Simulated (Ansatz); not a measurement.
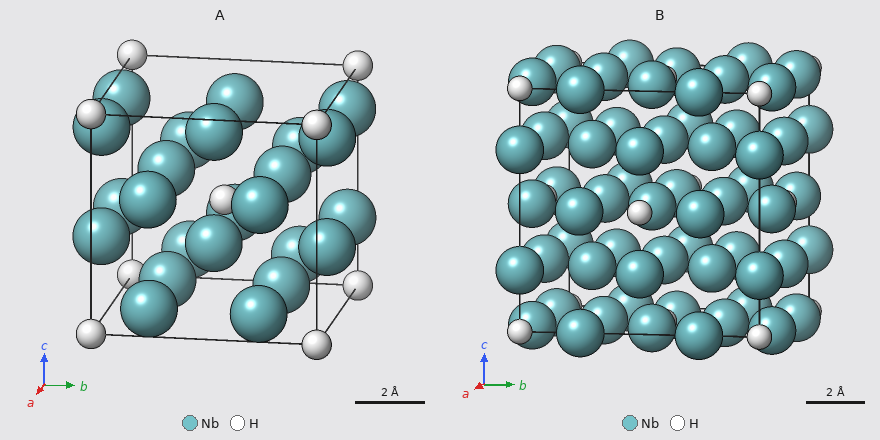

Two structures of Nb8H, each relaxed to rest (conventional cells in solid outline, small ones repeated, not to one scale). Method: DFT PBE, scalar-relativistic, plane waves, PAW (Ansatz 0.2.0), without spin polarisation.

What are A and B?

A: 18 atoms a cell on a body-centred tetragonal lattice, I-4m2. B: 36 atoms a cell on a face-centred cubic lattice, Fm-3m.

Which form lies lower?

A is lower, by 291 meV/atom at this level of theory (energies at zero smearing). Volumes: A 16.5, B 16.9 Å³/atom.
